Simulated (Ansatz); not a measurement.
## ZrN: a changed input and its effect

System: ZrN (slab, 14 atoms in the cell).
Method of the first run: DFT PBE, scalar-relativistic, plane waves, PAW, no spin polarisation (Ansatz 0.2.0).

The structure derives from an entry of the Crystallography Open Database. Text and figures count atoms from 1; the logs count them from 0 in places.

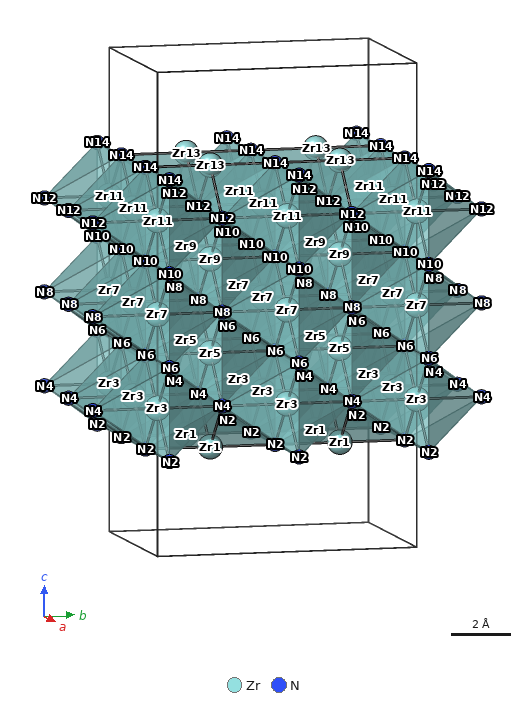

The input geometry (polyhedral view of the 2 × 2 repeat of the cell, with the vacuum cut short, seen slightly off an axis; polyhedra are completed across the faces of the cell; atoms are numbered from 1 in the order of the input). An atom can appear more than once, as a periodic image.

**The input, the first run**
```yaml
crystal:
  lattice:
    - [3.2489094157, 0.0, 0.0]
    - [0.0, 4.5946517586, 0.0]
    - [0.0, 0.0, 24.7467282471]
  atoms:
    - { symbol: Zr, position: [0.5, 0.5, 0.3030703665] }
    - { symbol: "N", position: [0.5, 0.0, 0.3030703665] }
    - { symbol: Zr, position: [0.0, 0.0, 0.3687135777] }
    - { symbol: "N", position: [0.0, 0.5, 0.3687135777] }
    - { symbol: Zr, position: [0.5, 0.5, 0.4343567888] }
    - { symbol: "N", position: [0.5, 0.0, 0.4343567888] }
    - { symbol: Zr, position: [0.0, 0.0, 0.5] }
    - { symbol: "N", position: [0.0, 0.5, 0.5] }
    - { symbol: Zr, position: [0.5, 0.5, 0.5656432112] }
    - { symbol: "N", position: [0.5, 0.0, 0.5656432112] }
    - { symbol: Zr, position: [0.0, 0.0, 0.6312864223] }
    - { symbol: "N", position: [0.0, 0.5, 0.6312864223] }
    - { symbol: Zr, position: [0.5, 0.5, 0.6969296335] }
    - { symbol: "N", position: [0.5, 0.0, 0.6969296335] }
basis:
  ecutwfc: 420
kpoints:
  mp_grid: { grid: [11, 8, 1] }
hamiltonian:
  xc: pbe
scf:
  occupations: { method: gaussian, width: 0.1 }
  max_iter: 98
output:
  forces: true
  stress: true
  eigenvalues: true
efield:
  axis: 3
  dipole_correction: true
  ramp_width: 0.04
  amplitude: 4.0
```

Launched with:
```bash
ansatz run input.yaml --threads 1 --pin off --max-ram 2560MiB --backend cpu --events-out ev --progress --plain --runs-dir out
```

Hardware: 1 thread of Oxide Virtual Turin-like (Zen 5), 32 GiB of memory available, shared host.

**Output, shortened to warnings, some set-up lines, iterations and results (the first run)**
```
WARN: efield: at this solve's end the planar-averaged density reaches 6.92e-3 e/Å³ inside the ramp window [0.9396, 0.1557] (bound 1e-5 e/Å³); the window's nearer edge stands 3.65 Å from this solve's nearest atom along the axis. Its free energy, forces, stress, dipole, levels and responses can be off, and this figure does not tell by how much. The cell may have no vacuum along `efield.axis`. A …
Basis set: ecut = 420 eV, 7255 PW (Γ), exchange–correlation on 48×64×360 points (8 copies of the dense FFT grid, shifted against one another)
Symmetry: 4 space group operations
k-points: 30 of 88
Initial density: superposition of atomic densities (neutral atoms: chi_scale 0, normalization atom, screened)
[...]
SCF iter   1: F=—  HF=-32025.419961 eV  |F-HF|=—  |Δ(HF+E_count)|=         —  Δρ=1.12e-1  dr2=1.33e2  ethr=3.10e-3  p=4.716 e·Å  D=2.31e0 V/Å  ΔV_dip=-57.16 eV  …
SCF iter   2: F=—  HF=-32163.979220 eV  |F-HF|=—  |Δ(HF+E_count)|=    1.39e2  Δρ=2.68e-1  dr2=6.70e3  ethr=3.10e-3  p=3.217 e·Å  D=1.58e0 V/Å  ΔV_dip=-39.00 eV  …
SCF iter   3: F=—  HF=-32013.251113 eV  |F-HF|=—  |Δ(HF+E_count)|=    1.51e2  Δρ=7.00e-2  dr2=7.68e1  ethr=3.10e-3  p=4.682 e·Å  D=2.29e0 V/Å  ΔV_dip=-56.76 eV  …
SCF iter   4: F=—  HF=-32005.327151 eV  |F-HF|=—  |Δ(HF+E_count)|=    7.92e0  Δρ=2.47e-2  dr2=1.01e1  ethr=3.10e-3  p=4.892 e·Å  D=2.40e0 V/Å  ΔV_dip=-59.30 eV  …
SCF iter   5: F=—  HF=-32003.576770 eV  |F-HF|=—  |Δ(HF+E_count)|=    1.75e0  Δρ=1.09e-2  dr2=4.31e0  ethr=3.10e-3  p=4.673 e·Å  D=2.29e0 V/Å  ΔV_dip=-56.64 eV  …
[... 7 lines ...]
SCF iter  13: F=—  HF=-32003.230549 eV  |F-HF|=—  |Δ(HF+E_count)|=   1.92e-5  Δρ=6.24e-5  dr2=1.68e-5  ethr=8.55e-8  p=4.624 e·Å  D=2.26e0 V/Å  ΔV_dip=-56.05 eV  …
SCF iter  14: F=—  HF=-32003.230374 eV  |F-HF|=—  |Δ(HF+E_count)|=   1.75e-4  Δρ=1.79e-5  dr2=1.42e-6  ethr=1.42e-8  p=4.624 e·Å  D=2.26e0 V/Å  ΔV_dip=-56.05 eV  …
SCF iter  15: F=—  HF=-32003.230376 eV  |F-HF|=—  |Δ(HF+E_count)|=   1.41e-6  Δρ=7.89e-6  dr2=3.00e-7  ethr=1.19e-9  p=4.624 e·Å  D=2.26e0 V/Å  ΔV_dip=-56.05 eV  …
SCF iter  16: F=-32003.230376 eV  HF=-32003.230376 eV  |F-HF|=4.86e-8  |Δ(HF+E_count)|=   2.33e-7  Δρ=3.02e-6  dr2=3.59e-8  ethr=8.40e-11  p=4.624 e·Å  D=2.26e0 V/Å  …
SCF 1 converged in 16 iterations: F = -32003.230376 eV  dr2 = 3.59e-8
SCF converged after 16 iterations
Free energy (F): -32003.230376 eV
Harris-Foulkes:  -32003.230376 eV  (|F-HF|=4.86e-8)
Internal energy: -32003.192047 eV  (E = F + TS)
E sigma→0 (E₀):  -32003.211211 eV
Entropy (-TS):   -0.038329 eV (-2.738 meV/atom)
Fermi energy:    4.813183 eV
Dipole field:    D = 2.264901 V/Å  (p = 4.623763 e·Å, saw-weighted, corrected)
Work function:   not extracted (applied field tilts the vacuum); planar V_es + V_field profile in the machine report
Levels:          The Fermi level and band energies are counted from a zero that moves with the ramp; work functions are not
Vacuum region:   at the solve's end the planar-averaged density reaches 6.92e-3 e/Å³ inside the ramp window [0.9396, 0.1557] (bound 1e-5 e/Å³)
--- Per-component energies (eV) ---
  E_band       = -1678.163508
  E_kinetic    = 3246.135338
  E_local      = -108269.976755  (includes V_loc(G=0)·N_el)
  E_nonlocal   = 863.697790
  E_hartree    = 52528.726989
  E_xc         = -1559.344352
  E_vxc        = -1880.820682  (∫ρ·V_xc dr)
  E_paw        = -21561.614256  (= ΣΔE_a)
  E_vpaw       = -686.607384  (= ΣTr[D̂ρ^β])
  E_aug_tail   = 0.000798  (compensation charges beyond the density's cutoff)
  E_efield     = -13.258869  (sawtooth field / dipole correction)
  E_vefield    = -8.022686  (∫n·V_field dr)
  E_ewald      = 42762.441271
  E_smearing   = -0.038329  (= −TS)
  E_closure    = 0.000000  (closes the sum)
  Σ components = -32003.230376   (vs F -32003.230376, Δ=0.00e0)
--- Forces (eV/Å), atoms counted from 1 ---
  atom   1  Zr     0.00000000     0.00000000     0.77510054
  atom   2  N      0.00000000     0.00000000     1.19561367
  atom   3  Zr     0.00000000     0.00000000    -1.42666585
  atom   4  N      0.00000000     0.00000000    -0.71091718
  atom   5  Zr     0.00000000     0.00000000    -0.54913062
  atom   6  N      0.00000000     0.00000000     0.15300888
  atom   7  Zr     0.00000000     0.00000000    -0.03134069
  atom   8  N      0.00000000     0.00000000     0.03605338
  atom   9  Zr     0.00000000     0.00000000     0.53617745
  atom  10  N      0.00000000     0.00000000    -0.12122837
  atom  11  Zr     0.00000000     0.00000000     1.58481216
  atom  12  N      0.00000000     0.00000000     0.82096183
  atom  13  Zr     0.00000000     0.00000000    -0.13396173
  atom  14  N      0.00000000     0.00000000    -1.66864688
  max |Σ_I F_I| component: 4.60e-1 eV/Å
--- Stress (GPa, compression-positive) ---
        3.375690       0.000000       0.000000
        0.000000      -2.498471       0.000000
        0.000000       0.000000       0.571108
  P = ⅓ Tr σ = 0.4828 GPa (4.828 kbar)
```

The input of the second run differs as follows (lines with − go, lines with + come):
```diff
-  mp_grid: { grid: [11, 8, 1] }
+  mp_grid: { grid: [11, 8, 3] }
-  max_iter: 98
-  amplitude: 4.0
```

What does this change do to the results?

The free energy of the second run is 665.1 meV per atom higher, which comes mainly from the change of mesh; a solver setting shouldn't move a converged energy. The largest force goes from 1.669 to 1.411 eV/Å. The SCF takes 10 iterations against 16. The irreducible k-points go from 30 to 60. On the same kind of shared host the second run took about 0.68 times as long.

**Output, shortened to warnings, some set-up lines, iterations and results (the second run)**
```
Basis set: ecut = 420 eV, 7255 PW (Γ), exchange–correlation on 48×64×360 points (8 copies of the dense FFT grid, shifted against one another)
Symmetry: 4 space group operations
k-points: 60 of 264 (time reversal used)
Initial density: superposition of atomic densities (neutral atoms: chi_scale 0, normalization atom), corrected by the library's trained network
[...]
SCF iter   1: F=—  HF=-31993.932815 eV  |F-HF|=—  |Δ(HF+E_count)|=         —  Δρ=4.20e-3  dr2=2.77e-1  ethr=1.77e-3  p=0.000 e·Å  D=1.09e-13 V/Å  ΔV_dip=-0.00 eV  …
SCF iter   2: F=—  HF=-31993.916440 eV  |F-HF|=—  |Δ(HF+E_count)|=   1.64e-2  Δρ=2.65e-3  dr2=4.24e-2  ethr=2.32e-4  p=0.000 e·Å  D=1.67e-5 V/Å  ΔV_dip=-0.00 eV  …
SCF iter   3: F=—  HF=-31993.918196 eV  |F-HF|=—  |Δ(HF+E_count)|=   1.76e-3  Δρ=1.02e-3  dr2=5.86e-3  ethr=3.56e-5  p=0.000 e·Å  D=3.18e-6 V/Å  ΔV_dip=-0.00 eV  …
SCF iter   4: F=—  HF=-31993.918674 eV  |F-HF|=—  |Δ(HF+E_count)|=   4.78e-4  Δρ=4.84e-4  dr2=2.49e-3  ethr=4.93e-6  p=0.000 e·Å  D=7.26e-7 V/Å  ΔV_dip=-0.00 eV  …
SCF iter   5: F=—  HF=-31993.918791 eV  |F-HF|=—  |Δ(HF+E_count)|=   1.17e-4  Δρ=1.70e-4  dr2=1.39e-4  ethr=2.09e-6  p=-0.000 e·Å  D=-7.01e-7 V/Å  ΔV_dip=0.00 eV  …
SCF iter   6: F=—  HF=-31993.918872 eV  |F-HF|=—  |Δ(HF+E_count)|=   8.13e-5  Δρ=9.11e-5  dr2=5.17e-5  ethr=1.17e-7  p=-0.000 e·Å  D=-3.79e-7 V/Å  ΔV_dip=0.00 eV  …
SCF iter   7: F=—  HF=-31993.918703 eV  |F-HF|=—  |Δ(HF+E_count)|=   1.70e-4  Δρ=3.72e-5  dr2=1.38e-5  ethr=4.35e-8  p=-0.000 e·Å  D=-1.95e-7 V/Å  ΔV_dip=0.00 eV  …
SCF iter   8: F=—  HF=-31993.918710 eV  |F-HF|=—  |Δ(HF+E_count)|=   7.66e-6  Δρ=1.65e-5  dr2=3.00e-6  ethr=1.16e-8  p=-0.000 e·Å  D=-5.93e-8 V/Å  ΔV_dip=0.00 eV  …
SCF iter   9: F=—  HF=-31993.918712 eV  |F-HF|=—  |Δ(HF+E_count)|=   1.83e-6  Δρ=6.75e-6  dr2=4.27e-7  ethr=2.52e-9  p=0.000 e·Å  D=5.58e-9 V/Å  ΔV_dip=-0.00 eV  …
SCF iter  10: F=-31993.918712 eV  HF=-31993.918712 eV  |F-HF|=5.20e-9  |Δ(HF+E_count)|=   1.64e-7  Δρ=1.85e-6  dr2=3.71e-8  ethr=8.40e-11  p=0.000 e·Å  D=1.53e-8 V/Å  …
SCF 1 converged in 10 iterations: F = -31993.918712 eV  dr2 = 3.71e-8
SCF converged after 10 iterations
Free energy (F): -31993.918712 eV
Harris-Foulkes:  -31993.918712 eV  (|F-HF|=5.20e-9)
Internal energy: -31993.886233 eV  (E = F + TS)
E sigma→0 (E₀):  -31993.902472 eV
Entropy (-TS):   -0.032480 eV (-2.320 meV/atom)
Fermi energy:    6.391698 eV
Dipole field:    D = -0.000001 V/Å  (p = -0.000002 e·Å, saw-weighted, corrected)
Work function:   Φ+ = 3.0060 eV   Φ− = 3.0060 eV
Levels:          The Fermi level and band energies are counted from a zero that moves with the ramp; work functions are not
--- Per-component energies (eV) ---
  E_band       = -1494.677939
  E_kinetic    = 3248.448050
  E_local      = -108455.162181  (includes V_loc(G=0)·N_el)
  E_nonlocal   = 864.136545
  E_hartree    = 52708.428292
  E_xc         = -1560.304744
  E_vxc        = -1882.102532  (∫ρ·V_xc dr)
  E_paw        = -21561.874264  (= ΣΔE_a)
  E_vpaw       = -686.919298  (= ΣTr[D̂ρ^β])
  E_aug_tail   = 0.000798  (compensation charges beyond the density's cutoff)
  E_efield     = 0.000000  (sawtooth field / dipole correction)
  E_vefield    = 0.000000  (∫n·V_field dr)
  E_ewald      = 42762.441271
  E_smearing   = -0.032480  (= −TS)
  E_closure    = 0.000000  (closes the sum)
  Σ components = -31993.918712   (vs F -31993.918712, Δ=0.00e0)
--- Forces (eV/Å), atoms counted from 1 ---
  atom   1  Zr     0.00000000     0.00000000     1.41084635
  atom   2  N      0.00000000     0.00000000     0.82000667
  atom   3  Zr     0.00000000     0.00000000    -1.33491883
  atom   4  N      0.00000000     0.00000000    -0.77398988
  atom   5  Zr     0.00000000     0.00000000    -0.46490005
  atom   6  N      0.00000000     0.00000000     0.05981522
  atom   7  Zr     0.00000000     0.00000000     0.00000003
  atom   8  N      0.00000000     0.00000000     0.00000001
  atom   9  Zr     0.00000000     0.00000000     0.46490005
  atom  10  N      0.00000000     0.00000000    -0.05981533
  atom  11  Zr     0.00000000     0.00000000     1.33491908
  atom  12  N      0.00000000     0.00000000     0.77398999
  atom  13  Zr     0.00000000     0.00000000    -1.41084604
  atom  14  N      0.00000000     0.00000000    -0.82000649
  max |Σ_I F_I| component: 7.81e-7 eV/Å
--- Stress (GPa, compression-positive) ---
       -0.642642       0.000000       0.000000
        0.000000      -5.911168       0.000000
        0.000000       0.000000      -2.916914
  P = ⅓ Tr σ = -3.1569 GPa (-31.569 kbar)
```

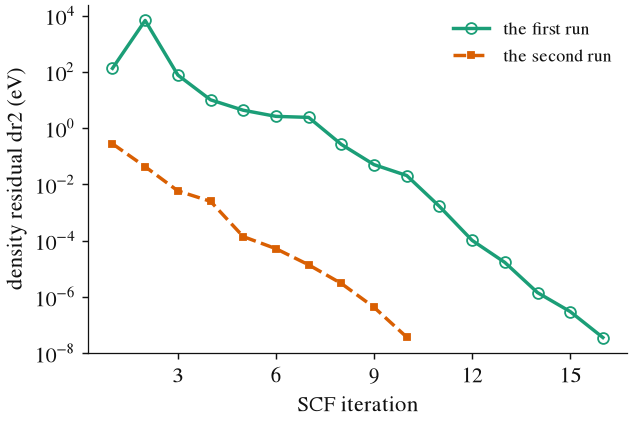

Convergence of the two runs: density residual dr2 against the SCF iteration. The first run takes 16 iterations in all, and the second run takes 10.

**The two runs side by side**

```tsv
quantity	the first run	the second run
outcome	converged	converged
free energy per atom (eV)	−2285.9450	−2285.2799
energy per atom, smearing taken to zero (eV)	−2285.9437	−2285.2787
gap on the mesh (eV)	0.00	0.00
largest force (eV/Å)	1.669	1.411
SCF iterations	16	10
irreducible k-points	30	60
plane waves at Γ	7255	7255
work function (eV)	–	3.01
wall time (shared host)	98 s	67 s
```

For both runs: The cell holds an odd number of electrons but the run has no spin polarisation, so a band is left half filled. For the first run: Warnings: the density in the vacuum is higher than it should be, so vacuum levels may be off.
